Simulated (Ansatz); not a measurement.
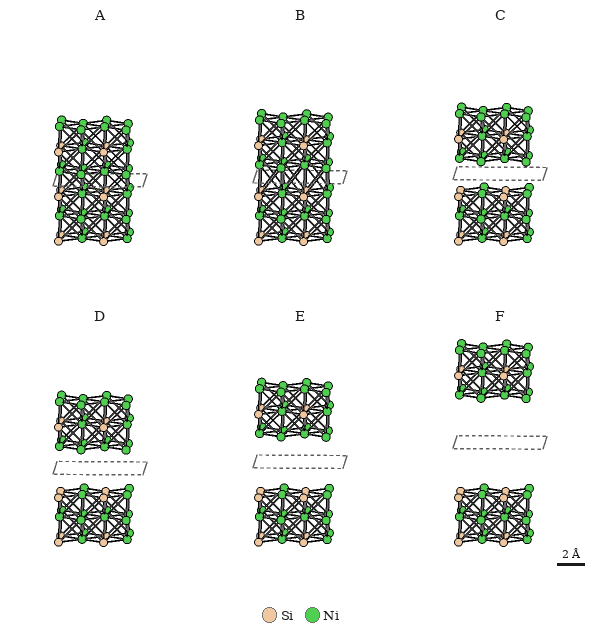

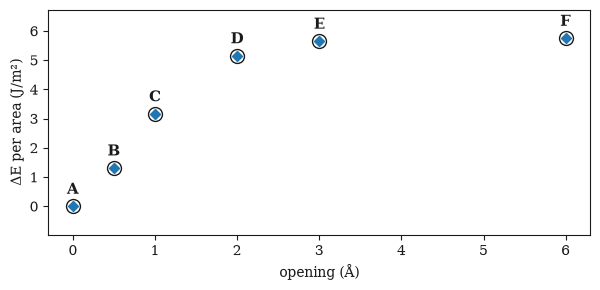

A scan of solid SiNi3 (Pm-3m): the crystal is pulled apart rigidly along the normal of the (1 0 0) plane of the conventional cell, at a cut between a plane of Ni/Si below and one of Ni above, 1.73 Å apart. One cut stands in each cell, which starts 10.4 Å high; nothing is relaxed, and the dashed outline marks the cut. The lettered frames are marked on the plot. Style: ball-and-stick. Shown: the layers on both sides of the cut, from the side, nearly along the cut plane.

These are results of DFT PBEsol, scalar-relativistic, plane waves, PAW in Ansatz, not measurements. (plane-wave cutoff 420 eV; k-point mesh 13 × 13 × 5; occupations gaussian; smearing width 0.15 eV; no spin polarisation). Energies (free energies at the smearing named) are counted from the relaxed crystal.

Read off the main features of the energy profile.

Answer. At the widest opening, 6.00 Å, the energy has risen by 5.75 J/m², where the curve has levelled off: this is the ideal work of separation, the sum of the two unrelaxed surface energies of a slab 10.4 Å thick. The steepest rise lies between 0.50 Å and 1.00 Å, with a mean traction of about 37 GPa.
